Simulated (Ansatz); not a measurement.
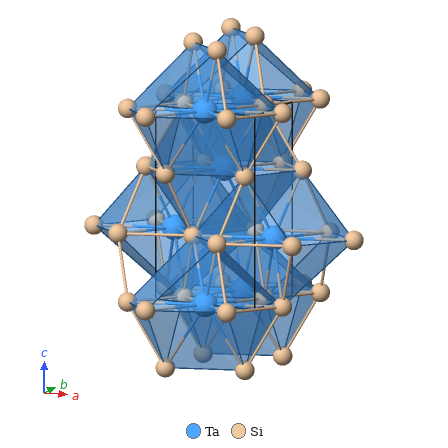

System: TaSi₂, space group P6_422 (No. 181). The picture shows the conventional cell.

Structure:
```cif
data_structure
_symmetry_space_group_name_H-M 'P 1'
_symmetry_Int_Tables_number 1
_cell_length_a 4.7610
_cell_length_b 4.7610
_cell_length_c 6.5561
_cell_angle_alpha 90.000
_cell_angle_beta 90.000
_cell_angle_gamma 120.000
_cell_volume 128.70
loop_
_atom_site_label
_atom_site_type_symbol
_atom_site_fract_x
_atom_site_fract_y
_atom_site_fract_z
_atom_site_occupancy
Ta1 Ta 0.50000 0.00000 0.00000 1
Ta2 Ta 0.50000 0.50000 0.66667 1
Ta3 Ta 0.00000 0.50000 0.33333 1
Si1 Si 0.15928 0.31857 0.00000 1
Si2 Si 0.84072 0.15928 0.66667 1
Si3 Si 0.68143 0.84072 0.33333 1
Si4 Si 0.84072 0.68143 0.00000 1
Si5 Si 0.15928 0.84072 0.66667 1
Si6 Si 0.31857 0.15928 0.33333 1
```

Computed with Ansatz 0.2.0: third-order Birch-Murnaghan fit to density functional energies at scaled volumes of the given relaxed cell, shape and atoms relaxed at each volume; energies count from the fitted minimum; plane waves with PAW datasets, Γ-centred k mesh. Level: PBEsol, no spin polarisation.

wave cutoff 420 eV; k mesh 12×12×6; occupations Gaussian; smearing width 0.1 eV.

Predict the energy above the minimum and pressure against volume. The volume takes the values 12.584, 13.013, 13.442, 13.871, 14.300, 14.729, 15.158, 15.730 Å³/atom.

A third-order Birch–Murnaghan fit gives V0 = 14.30 Å³/atom, B0 = 195 GPa and B′ = 4.3. The energy above the minimum is 156.9 meV/atom at volume 12.584 Å³/atom and 73.6 meV/atom at 15.730 Å³/atom; the lowest computed point is at volume 14.300 Å³/atom (0.0 meV/atom), and no other minimum shows. The pressure falls from 32.76 GPa at volume 12.584 Å³/atom to −15.10 GPa at 15.730 Å³/atom, and changes sign near 14.30 Å³/atom. The solid is metallic at every point.

| volume (Å³/atom) | energy above the minimum (meV/atom) | pressure (GPa) |
| --- | --- | --- |
| 12.584 | 156.9 | 32.76 |
| 13.013 | 83.3 | 22.52 |
| 13.442 | 34.9 | 13.79 |
| 13.871 | 8.2 | 6.34 |
| 14.300 | 0.0 | −0.01 |
| 14.729 | 7.5 | −5.43 |
| 15.158 | 28.4 | −10.03 |
| 15.730 | 73.6 | −15.10 |

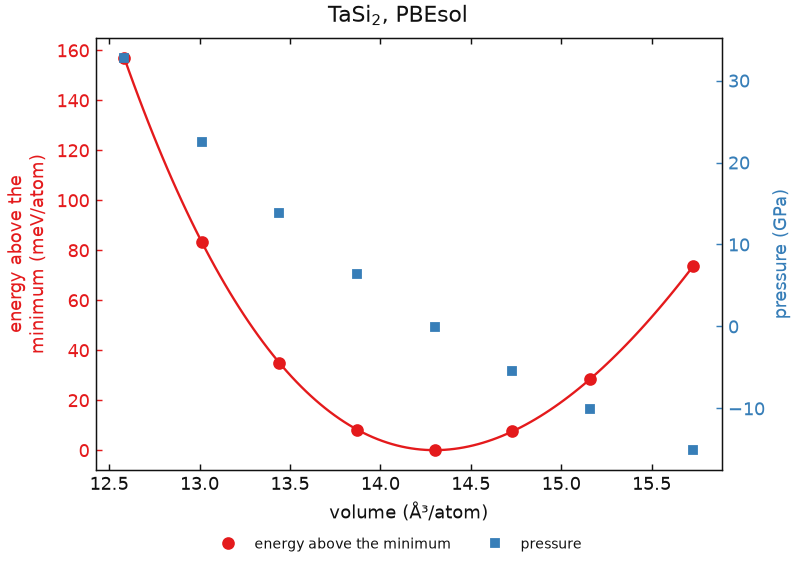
